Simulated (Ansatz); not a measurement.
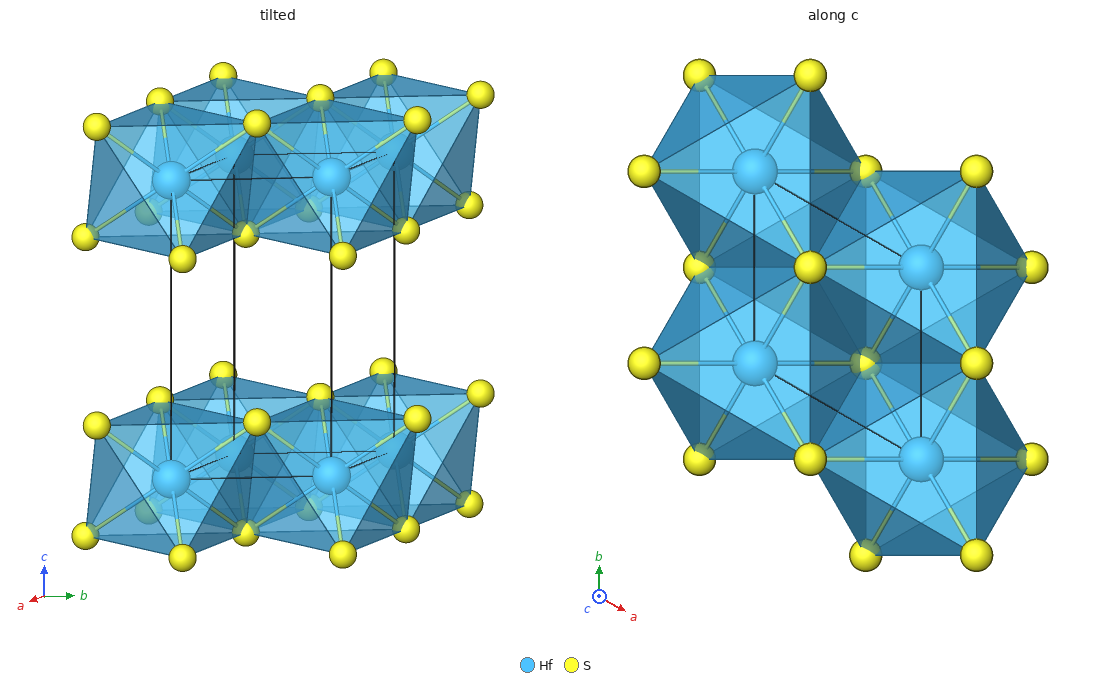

We look at a polyhedral model of the crystal slightly off an axis and along the c axis. The edges of the conventional unit cell are marked. A few atoms beyond the faces are included. Cell: a = 3.65 Å, b = 3.65 Å, c = 6.86 Å, α = 90.00°, β = 90.00°, γ = 120.00°.

It goes back to a structure listed in the Materials Project. Earlier steps of the study, as a rule a relaxation of our own, may have changed the cell and positions, so they can lie some per cent off the listed ones. A calculation with Ansatz used it as input.

### What structure is drawn here?

The material is HfS$_{2}$. Its lattice is primitive hexagonal, its space group P-3m1 (No. 164). The structure type is cadmium iodide (CdI₂, 1T) type. Content of the cell: 1 Hf, 2 S (Z = 1). The polyhedra are HfS6 octahedra; they share edges. The coordination shell of Hf holds six S in an octahedral arrangement at about 2.6 Å. About every S there are three Hf in a trigonal pyramidal arrangement at about 2.6 Å. Not all metal-metal contacts are counted.

Results below were computed with DFT PBE, scalar-relativistic, plane waves, PAW in Ansatz; the settings were a cutoff energy of 420 eV, k-grid 12×12×6, Gaussian smearing of 0.02 eV, no spin polarisation.

### Is it conducting or gapped at this level?

A semiconductor at this level, with a gap of 1.25 eV, indirect.

### State the Bader charges by element.

Hf +2.15 e; S -1.07 e.

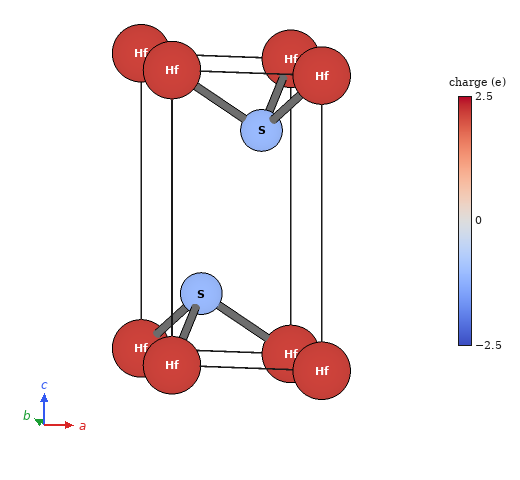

The atoms coloured by those charges. The run's cell of 3 atoms is drawn.

### Is this an equilibrium geometry for the method given?

Yes. All forces vanish to within 0.01 eV/Å. The pressure is 0.0 GPa, close to zero.
